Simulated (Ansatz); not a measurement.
## Geometry relaxation, with input and output: Si (part 2 of 2)

Si (8 atoms in the cell); DFT, r2SCAN, plane waves, PAW, no spin polarisation (Ansatz 0.2.0); cutoff 500 eV, 12×12×2 k-mesh, Fermi–Dirac smearing of 0.02 eV. The structure was built on a prototype by a generator. The geometry comes from this level: PBE.

Geometry of the input (Å; fractional positions):
```
3.8590  0.0000  0.0000
-1.9295  3.3420  0.0000
0.0000  0.0000  12.6760
Si 0.0000  0.0000  0.0005
Si 0.3333  0.6667  0.2497
Si 0.0000  0.0000  0.5005
Si 0.6667  0.3333  0.7497
Si 0.0000  0.0000  0.1870
Si 0.3333  0.6667  0.4378
Si 0.0000  0.0000  0.6870
Si 0.6667  0.3333  0.9378
```

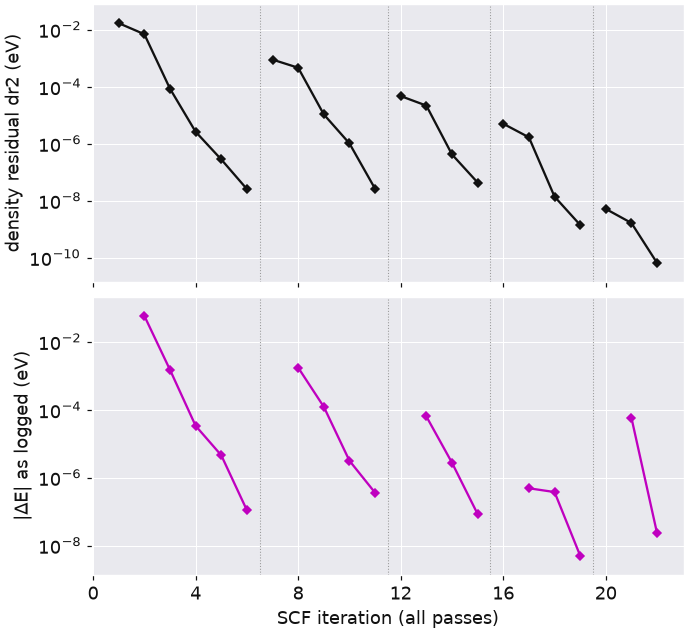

**Figure 1.** Convergence of the self-consistent field: density residual dr2 and size of the energy change against the SCF iteration. The dotted lines part the SCF passes of the relaxation: geometry steps, rejected trials and re-solves on a re-selected basis. The 5 passes take 3 to 6 iterations each, 22 in all.

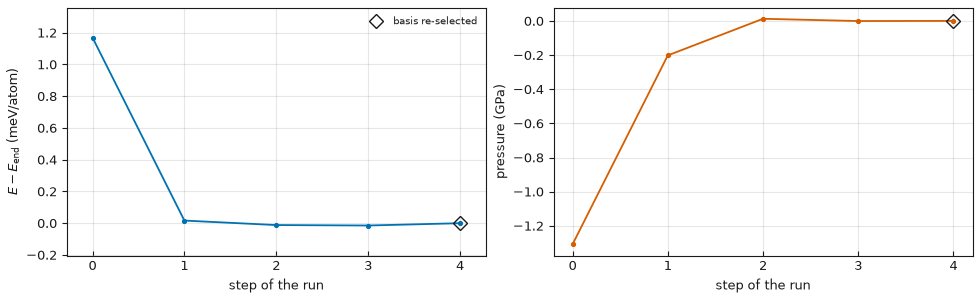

**Figure 2.** Progress of the relaxation, step by step (the first geometry is step 0 here and step 1 in the log). The atoms keep their places relative to the cell (all moves are under 0.005 Å). Cell: a = b 3.859 → 3.840 Å (−0.5 %), c 12.676 → 12.624 Å (−0.4 %). Volume −1.4 %. Among the contacts that change: Si1–Si5 2.364 → 2.353 Å, Si1–Si8 2.365 → 2.354 Å, Si2–Si6 2.386 → 2.375 Å. The space group stays P6_3/mmc (No. 194). After 3 geometry steps the energy has fallen by 1.2 meV per atom. Largest force component: 0.0078 eV/Å at the start, 0.0016 eV/Å at the end. Pressure: −1.31 GPa at the start and 0.00 GPa at the end. A last SCF at the same geometry on a re-selected plane-wave basis shifts the energy by +0.0 meV per atom. (Atoms are counted from 1 in the order of the input.)

```
basis re-selected at this cell: Δ(F+E_penalty+E_count) = +1.161e-4 eV, ΔP = +0.001 GPa vs the last step (what re-selecting the basis moved, of the pressure what is left beyond the Pulay correction that the steps carried, after the strain that the cell walked since its last selection, with what the two solves' SCF thresholds leave and, on support functions, any second-order correction that the steps lacked; it is no measure of the basis error at this ecutwfc). This SCF's stress stands 5.50e-3 GPa from its target on what of the cell is left free (relax.cell.stress_tol is 5.00e-2 GPa) and its largest allowed force component is 1.64e-3 eV/Å (relax.f_tol is 5.00e-3 eV/Å): within both
SCF converged after 3 iterations
Free energy (F): -5112.498103 eV
Harris-Foulkes:  -5112.498103 eV  (|F-HF|=7.09e-11)
Internal energy: -5112.498103 eV  (E = F + TS)
E sigma→0 (E₀):  -5112.498103 eV
Fermi energy:    6.578580 eV
--- Per-component energies (eV) ---
  E_band       = 25.815823
  E_kinetic    = 323.257958
  E_local      = -215.961745  (includes V_loc(G=0)·N_el)
  E_nonlocal   = 199.956167
  E_hartree    = 60.449533
  E_xc         = -412.050207
  E_vxc        = -397.963612  (∫ρ·V_xc dr)
  E_paw        = -4156.054636  (= ΣΔE_a)
  E_vpaw       = -19.945568  (= ΣTr[D̂ρ^β])
  E_aug_tail   = 0.000034  (compensation charges beyond the density's cutoff)
  E_vtau       = 15.573461  (kinetic-family band-sum trace: ∫τ·v_τ [+ j·A + Jᵃ·Aᵃ] dr)
  E_ewald      = -911.483743
  E_core_change = -0.611464  (= ΣΔE_core)
  E_smearing   = -0.000000  (= −TS)
  E_closure    = 0.000000  (closes the sum)
  Σ components = -5112.498103   (vs F -5112.498103, Δ=0.00e0)
--- Forces (eV/Å), atoms counted from 1 ---
  atom   1  Si    -0.00000000     0.00000000     0.00077652
  atom   2  Si    -0.00000000     0.00000000     0.00163912
  atom   3  Si     0.00000000    -0.00000000     0.00077652
  atom   4  Si     0.00000000    -0.00000000     0.00163912
  atom   5  Si     0.00000000    -0.00000000    -0.00077652
  atom   6  Si    -0.00000000     0.00000000    -0.00163912
  atom   7  Si    -0.00000000     0.00000000    -0.00077652
  atom   8  Si     0.00000000    -0.00000000    -0.00163912
  max |Σ_I F_I| component: 1.85e-17 eV/Å
--- Stress (GPa, compression-positive) ---
        0.003880       0.000000      -0.000000
        0.000000       0.003880      -0.000000
       -0.000000      -0.000000      -0.005497
  P = ⅓ Tr σ = 0.0008 GPa (0.008 kbar)
--- Relaxed structure (4 steps of the walk, 4 accepted, 1 SCFs on fresh bases) ---
  F+E_penalty+E_count = -5112.49810308 eV   max|allowed force component| = 1.639e-3 eV/Å   (the final SCF, on the basis selected at the relaxed cell)
  cell:  # Å, volume = 161.2198 Å³
    - [3.8401748444938484, 2.872685868013049e-11, 0.0]
    - [-1.9200874222718025, 3.3256889702912655, 0.0]
    - [0.0, 0.0, 12.623670910678646]
  atoms:
    - { symbol: Si, position: [2.6892256823076363e-35, -1.6784277977071823e-33, 0.0005516775487057951] }
    - { symbol: Si, position: [0.33333333333333337, 0.6666666666666669, 0.24966873649568122] }
    - { symbol: Si, position: [1.9775347042686911e-35, 1.567973321748954e-33, 0.5005516775487059] }
    - { symbol: Si, position: [0.6666666666666667, 0.3333333333333333, 0.7496687364956812] }
    - { symbol: Si, position: [-4.162106007462205e-35, 1.6448112180679714e-33, 0.18694832245129425] }
    - { symbol: Si, position: [0.33333333333333337, 0.6666666666666669, 0.4378312635043188] }
    - { symbol: Si, position: [4.996210320332446e-35, -1.5823804273092728e-33, 0.6869483224512942] }
    - { symbol: Si, position: [0.6666666666666667, 0.3333333333333333, 0.9378312635043189] }
```

Trajectory as extended XYZ (Å, eV, eV/Å), 5 frames, from step=1 to step=5:
```
8
Lattice="3.8590 0.0000 0.0000 -1.9295 3.3420 0.0000 0.0000 0.0000 12.6760" Properties=species:S:1:pos:R:3:forces:R:3 step=1 energy=-5112.48875 pressure_GPa=-1.31
Si    0.0000    0.0000    0.0063    0.0000   0.0000   0.0078
Si    0.0000    2.2280    3.1646    0.0000   0.0000  -0.0034
Si    0.0000    0.0000    6.3443    0.0000   0.0000   0.0078
Si    1.9295    1.1140    9.5026    0.0000   0.0000  -0.0034
Si    0.0000    0.0000    2.3704    0.0000   0.0000  -0.0078
Si    0.0000    2.2280    5.5501    0.0000   0.0000   0.0034
Si    0.0000    0.0000    8.7084    0.0000   0.0000  -0.0078
Si    1.9295    1.1140   11.8881    0.0000   0.0000   0.0034
8
Lattice="3.8423 0.0000 0.0000 -1.9211 3.3275 0.0000 0.0000 0.0000 12.6362" Properties=species:S:1:pos:R:3:forces:R:3 step=2 energy=-5112.49797 pressure_GPa=-0.20
Si    0.0000    0.0000    0.0073    0.0000   0.0000  -0.0055
Si    0.0000    2.2183    3.1555    0.0000   0.0000  -0.0091
Si    0.0000    0.0000    6.3254    0.0000   0.0000  -0.0055
Si    1.9211    1.1092    9.4736    0.0000   0.0000  -0.0091
Si    0.0000    0.0000    2.3620    0.0000   0.0000   0.0055
Si    0.0000    2.2183    5.5319    0.0000   0.0000   0.0091
Si    0.0000    0.0000    8.6801    0.0000   0.0000   0.0055
Si    1.9211    1.1092   11.8500    0.0000   0.0000   0.0091
8
Lattice="3.8408 0.0000 0.0000 -1.9204 3.3262 0.0000 0.0000 0.0000 12.6180" Properties=species:S:1:pos:R:3:forces:R:3 step=3 energy=-5112.49820 pressure_GPa=0.01
Si    0.0000    0.0000    0.0065    0.0000   0.0000   0.0055
Si    0.0000    2.2175    3.1500    0.0000   0.0000   0.0042
Si    0.0000    0.0000    6.3156    0.0000   0.0000   0.0055
Si    1.9204    1.1087    9.4590    0.0000   0.0000   0.0042
Si    0.0000    0.0000    2.3593    0.0000   0.0000  -0.0055
Si    0.0000    2.2175    5.5249    0.0000   0.0000  -0.0042
Si    0.0000    0.0000    8.6683    0.0000   0.0000  -0.0055
Si    1.9204    1.1087   11.8339    0.0000   0.0000  -0.0042
8
Lattice="3.8402 0.0000 0.0000 -1.9201 3.3257 0.0000 0.0000 0.0000 12.6237" Properties=species:S:1:pos:R:3:forces:R:3 step=4 energy=-5112.49822 pressure_GPa=-0.00
Si    0.0000    0.0000    0.0070    0.0000   0.0000   0.0008
Si    0.0000    2.2171    3.1517    0.0000   0.0000   0.0016
Si    0.0000    0.0000    6.3188    0.0000   0.0000   0.0008
Si    1.9201    1.1086    9.4636    0.0000   0.0000   0.0016
Si    0.0000    0.0000    2.3600    0.0000   0.0000  -0.0008
Si    0.0000    2.2171    5.5270    0.0000   0.0000  -0.0016
Si    0.0000    0.0000    8.6718    0.0000   0.0000  -0.0008
Si    1.9201    1.1086   11.8389    0.0000   0.0000  -0.0016
8
Lattice="3.8402 0.0000 0.0000 -1.9201 3.3257 0.0000 0.0000 0.0000 12.6237" Properties=species:S:1:pos:R:3:forces:R:3 step=5 energy=-5112.49810 pressure_GPa=0.00
Si    0.0000    0.0000    0.0070    0.0000   0.0000   0.0008
Si    0.0000    2.2171    3.1517    0.0000   0.0000   0.0016
Si    0.0000    0.0000    6.3188    0.0000   0.0000   0.0008
Si    1.9201    1.1086    9.4636    0.0000   0.0000   0.0016
Si    0.0000    0.0000    2.3600    0.0000   0.0000  -0.0008
Si    0.0000    2.2171    5.5270    0.0000   0.0000  -0.0016
Si    0.0000    0.0000    8.6718    0.0000   0.0000  -0.0008
Si    1.9201    1.1086   11.8389    0.0000   0.0000  -0.0016
```
